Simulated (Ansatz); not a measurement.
# What a change does: band-structure calculation on GaN

System: GaN (F-43m, 2 atoms in the cell).
Method of run A: DFT, r2SCAN, plane waves, PAW, no spin polarisation (Ansatz 0.2.0).

The structure was built on a prototype by a generator. The geometry comes from this level: r2SCAN. Text and figures count atoms from 1; the logs count them from 0 in places.

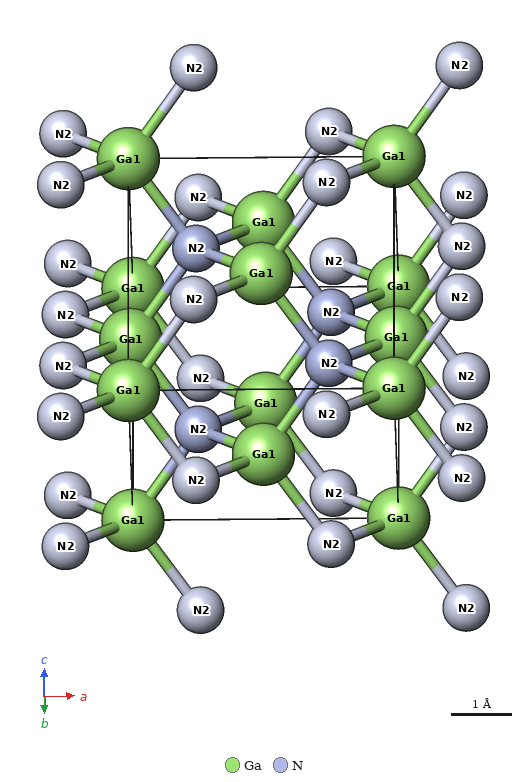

Fig. 1: The structure (ball-and-stick view of the cell 4 times as large as that of the calculation, set on its symmetry axes, seen at an oblique angle; neighbours outside the cell are drawn fainter; atoms are numbered from 1 in the order of the input). Near neighbours in the crystal (not all of them lie inside the picture): Ga has 4 N at 1.95 Å; N has 4 Ga at 1.95 Å.

Input file, run A:
```yaml
crystal:
  lattice:
    - [0.0, 2.2489525428, 2.2489525428]
    - [2.2489525428, 0.0, 2.2489525428]
    - [2.2489525428, 2.2489525428, 0.0]
  atoms:
    - { symbol: Ga, position: [0.0, 0.0, 0.0] }
    - { symbol: "N", position: [0.25, 0.25, 0.25] }
kpoints:
  mp_grid: { grid: [10, 10, 10] }
  band_path:
    path:
      - [0.0, 0.0, 0.0]
      - [-0.5, -0.5, 0.0]
      - [-0.375, -0.375, 0.25]
      - [-0.375, 0.0, 0.375]
      - [0.0, 0.0, 0.5]
      - [-0.5, -0.25, 0.25]
    npoints: 1
hamiltonian:
  xc: r2scan
scf:
  occupations: { method: fixed }
  n_extra_bands: 4
output:
  forces: true
  stress: true
  eigenvalues: true
```

Launched with:
```bash
ansatz run input.yaml --threads 2 --pin off --max-ram 3686MiB --backend cpu --events-out ev --progress --plain --runs-dir out
```

Hardware: 2 threads of Arm Neoverse V2, 24 GiB of memory available, shared host.

Output, shortened to warnings, some set-up lines, iterations and results (run A):
```
Basis set: ecut = 500 eV, 561 PW (Γ), exchange–correlation on 96×96×96 points (64 copies of the dense FFT grid, shifted against one another)
Symmetry: 24 space group operations
k-points: 47 of 1000 (time reversal used)
Initial density: superposition of atomic densities (neutral atoms: chi_scale 0, normalization atom), corrected by the library's trained network
[...]
SCF iter   1: F=—  HF=-4176.341328 eV  |F-HF|=—  |Δ(HF+E_count)|=         —  Δρ=1.24e-2  dr2=1.34e-2  dr2_τ=9.53e-2  ethr=1.77e-3  ⟨swp⟩=4.2  Hψ=2800  notcnv=0  defer=57
SCF iter   2: F=—  HF=-4176.372930 eV  |F-HF|=—  |Δ(HF+E_count)|=   3.16e-2  Δρ=4.55e-3  dr2=2.94e-3  dr2_τ=1.07e-4  ethr=7.45e-5  ⟨swp⟩=2.3  Hψ=1518  notcnv=0  defer=92
SCF iter   3: F=—  HF=-4176.373013 eV  |F-HF|=—  |Δ(HF+E_count)|=   8.30e-5  Δρ=3.16e-3  dr2=7.37e-4  dr2_τ=6.22e-5  ethr=1.63e-5  ⟨swp⟩=2.1  Hψ=1086  notcnv=0  defer=92
SCF iter   4: F=—  HF=-4176.373109 eV  |F-HF|=—  |Δ(HF+E_count)|=   9.64e-5  Δρ=7.54e-4  dr2=1.00e-4  dr2_τ=3.09e-5  ethr=4.09e-6  ⟨swp⟩=3.0  Hψ=1126  notcnv=0  defer=92
SCF iter   5: F=—  HF=-4176.373100 eV  |F-HF|=—  |Δ(HF+E_count)|=   9.88e-6  Δρ=1.43e-4  dr2=4.47e-6  dr2_τ=2.47e-7  ethr=5.56e-7  ⟨swp⟩=2.1  Hψ=831  notcnv=0  defer=13
SCF iter   6: F=—  HF=-4176.373102 eV  |F-HF|=—  |Δ(HF+E_count)|=   2.86e-6  Δρ=9.92e-5  dr2=2.16e-6  dr2_τ=1.21e-7  ethr=2.48e-8  ⟨swp⟩=2.0  Hψ=902  notcnv=0
SCF iter   7: F=—  HF=-4176.373102 eV  |F-HF|=—  |Δ(HF+E_count)|=   2.93e-7  Δρ=4.80e-5  dr2=5.11e-7  dr2_τ=5.39e-9  ethr=1.20e-8  ⟨swp⟩=1.0  Hψ=611  notcnv=0
SCF iter   8: F=-4176.373102 eV  HF=-4176.373102 eV  |F-HF|=1.43e-8  |Δ(HF+E_count)|=   9.27e-8  Δρ=9.92e-6  dr2=2.29e-8  dr2_τ=1.76e-10  ethr=5.56e-10  ⟨swp⟩=3.9  Hψ=2843  …
SCF 1 converged in 8 iterations: F = -4176.373102 eV  dr2 = 2.29e-8
NSCF: frozen V_eff on 6 k-points
SCF converged after 8 iterations
Free energy (F): -4176.373102 eV
Harris-Foulkes:  -4176.373102 eV  (|F-HF|=1.43e-8)
Internal energy: -4176.373102 eV  (E = F + TS)
E sigma→0 (E₀):  -4176.373102 eV
Fermi energy:    9.466231 eV
--- Per-component energies (eV) ---
  E_band       = -15.033380
  E_kinetic    = 247.082145
  E_local      = -1948.489167  (includes V_loc(G=0)·N_el)
  E_nonlocal   = 476.371939
  E_hartree    = 898.977731
  E_xc         = -121.774560
  E_vxc        = -143.643742  (∫ρ·V_xc dr)
  E_paw        = -2137.213305  (= ΣΔE_a)
  E_vpaw       = -452.159934  (= ΣTr[D̂ρ^β])
  E_aug_tail   = -0.000022  (compensation charges beyond the density's cutoff)
  E_vtau       = 7.851680  (kinetic-family band-sum trace: ∫τ·v_τ [+ j·A + Jᵃ·Aᵃ] dr)
  E_ewald      = -1590.645229
  E_core_change = -0.682634  (= ΣΔE_core)
  E_smearing   = -0.000000  (= −TS)
  E_closure    = -0.000000  (closes the sum)
  Σ components = -4176.373102   (vs F -4176.373102, Δ=0.00e0)
--- Forces (eV/Å), atoms counted from 1 ---
  atom   1  Ga     0.00000000    -0.00000000    -0.00000000
  atom   2  N     -0.00000000     0.00000000    -0.00000000
  max |Σ_I F_I| component: 5.55e-17 eV/Å
--- Stress (GPa, compression-positive) ---
       -0.002827      -0.000000      -0.000000
        0.000000      -0.002827       0.000000
       -0.000000       0.000000      -0.002827
  P = ⅓ Tr σ = -0.0028 GPa (-0.028 kbar)
```

Run B used a changed input.

The two runs side by side:

| quantity | run A | run B |
| --- | --- | --- |
| outcome | converged | converged |
| free energy per atom (eV) | −2088.1866 | −2083.9466 |
| gap on the mesh (eV) | 2.17 | 1.76 |
| pressure (GPa) | 0.00 | 6.22 |
| largest force (eV/Å) | 0.000 | 0.000 |
| SCF iterations | 8 | 6 |
| irreducible k-points | 47 | 47 |
| plane waves at Γ | 561 | 459 |
| wall time (shared host) | 1.8 s | 0.9 s |

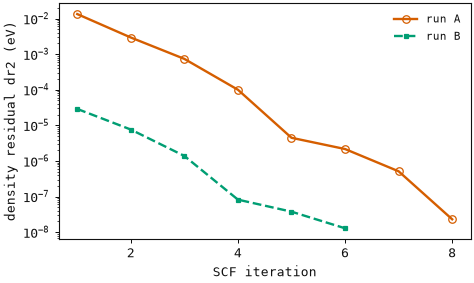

Fig. 2: Convergence of the two runs: density residual dr2 against the SCF iteration. Run A takes 8 iterations in all, and run B takes 6.

Which change of the input explains these differences?

The change (lines with − go, lines with + come):
```diff
-  xc: r2scan
+  xc: pbe
```

The total energies belong to different methods, so their difference says nothing on which is more stable or more accurate. The gap on the mesh goes from 2.17 to 1.76 eV. The pressure goes from 0.00 to 6.22 GPa. The functional changes from r2SCAN to PBE. The SCF takes 6 iterations against 8. The default cutoff goes from 500 to 420 eV with the change. The plane waves at Γ go from 561 to 459.

Output, shortened to warnings, some set-up lines, iterations and results (run B):
```
Basis set: ecut = 420 eV, 459 PW (Γ), exchange–correlation on 48×48×48 points (8 copies of the dense FFT grid, shifted against one another)
Symmetry: 24 space group operations
k-points: 47 of 1000 (time reversal used)
Initial density: superposition of atomic densities (neutral atoms: chi_scale 0, normalization atom), corrected by the library's trained network
[...]
SCF iter   1: F=—  HF=-4167.892945 eV  |F-HF|=—  |Δ(HF+E_count)|=         —  Δρ=6.30e-4  dr2=2.89e-5  ethr=1.77e-3  ⟨swp⟩=4.3  Hψ=2806  notcnv=0  defer=70
SCF iter   2: F=—  HF=-4167.893243 eV  |F-HF|=—  |Δ(HF+E_count)|=   2.98e-4  Δρ=3.35e-4  dr2=7.62e-6  ethr=1.60e-7  ⟨swp⟩=2.8  Hψ=1564  notcnv=0  defer=89
SCF iter   3: F=—  HF=-4167.893284 eV  |F-HF|=—  |Δ(HF+E_count)|=   4.13e-5  Δρ=1.39e-4  dr2=1.38e-6  ethr=4.23e-8  ⟨swp⟩=2.0  Hψ=1014  notcnv=0  defer=92
SCF iter   4: F=—  HF=-4167.893294 eV  |F-HF|=—  |Δ(HF+E_count)|=   9.55e-6  Δρ=2.11e-5  dr2=8.17e-8  ethr=7.69e-9  ⟨swp⟩=2.0  Hψ=1034  notcnv=0  defer=93
SCF iter   5: F=-4167.893294 eV  HF=-4167.893294 eV  |F-HF|=2.87e-8  |Δ(HF+E_count)|=   9.90e-9  Δρ=1.42e-5  dr2=3.75e-8  ethr=4.54e-10  ⟨swp⟩=2.0  Hψ=1034  notcnv=0  defer=92
SCF iter   6: F=-4167.893294 eV  HF=-4167.893294 eV  |F-HF|=1.01e-8  |Δ(HF+E_count)|=   4.61e-9  Δρ=7.88e-6  dr2=1.28e-8  ethr=2.08e-10  ⟨swp⟩=4.8  Hψ=3008  notcnv=0
SCF 1 converged in 6 iterations: F = -4167.893294 eV  dr2 = 1.28e-8
NSCF: frozen V_eff on 6 k-points
SCF converged after 6 iterations
Free energy (F): -4167.893294 eV
Harris-Foulkes:  -4167.893294 eV  (|F-HF|=1.01e-8)
Internal energy: -4167.893294 eV  (E = F + TS)
E sigma→0 (E₀):  -4167.893294 eV
Fermi energy:    9.742183 eV
--- Per-component energies (eV) ---
  E_band       = -4.169682
  E_kinetic    = 247.385686
  E_local      = -1945.179286  (includes V_loc(G=0)·N_el)
  E_nonlocal   = 474.323996
  E_hartree    = 895.366066
  E_xc         = -128.913303
  E_vxc        = -134.287804  (∫ρ·V_xc dr)
  E_paw        = -2120.231350  (= ΣΔE_a)
  E_vpaw       = -437.142796  (= ΣTr[D̂ρ^β])
  E_aug_tail   = 0.000127  (compensation charges beyond the density's cutoff)
  E_ewald      = -1590.645229
  E_smearing   = -0.000000  (= −TS)
  E_closure    = -0.000000  (closes the sum)
  Σ components = -4167.893294   (vs F -4167.893294, Δ=0.00e0)
--- Forces (eV/Å), atoms counted from 1 ---
  atom   1  Ga     0.00000000    -0.00000000     0.00000000
  atom   2  N     -0.00000000     0.00000000     0.00000000
  max |Σ_I F_I| component: 2.89e-17 eV/Å
--- Stress (GPa, compression-positive) ---
        6.219492      -0.000000       0.000000
        0.000000       6.219492       0.000000
       -0.000000       0.000000       6.219492
  P = ⅓ Tr σ = 6.2195 GPa (62.195 kbar)
```

For run B: The cell is under a pressure of 6.2 GPa at this level, so it is not at its equilibrium volume.
